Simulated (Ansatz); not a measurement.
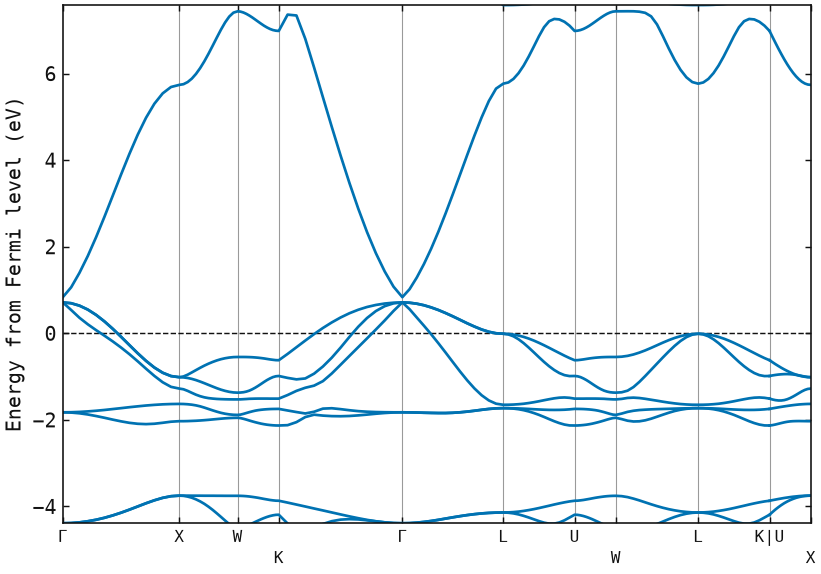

Describe the figure.

Band structure of zincblende CuO, space group F-43m, 2 atoms in the primitive cell (cubic a = 4.655 Å). Ansatz 0.2.0; PBE, Ansatz PAW, no spin polarisation, no spin-orbit coupling, 8×8×8 k mesh, 420 eV cutoff, Fermi-Dirac smearing of 0.05 eV. Energies are counted from the Fermi level.

A metal: 3 bands cross the Fermi level along this path. At X the nearest levels lie 1.01 eV below and 5.74 eV above the Fermi level.

An odd number of electrons without spin polarisation forces a metal; a magnetic or distorted state may lie lower. The run has no spin polarisation, though such a crystal can be magnetic. Semilocal functionals often make such compounds metallic where correlation or magnetic order opens a gap, which also shifts bond lengths. The k mesh is thin for a metal, so its Fermi level is uncertain by some hundredths of an eV. The cell is at −10 GPa in this functional. Most measured crystals of this composition in the Crystallography Open Database have another space group (No. 15). The cell was built from a pattern and not relaxed, so its bond lengths can be off.
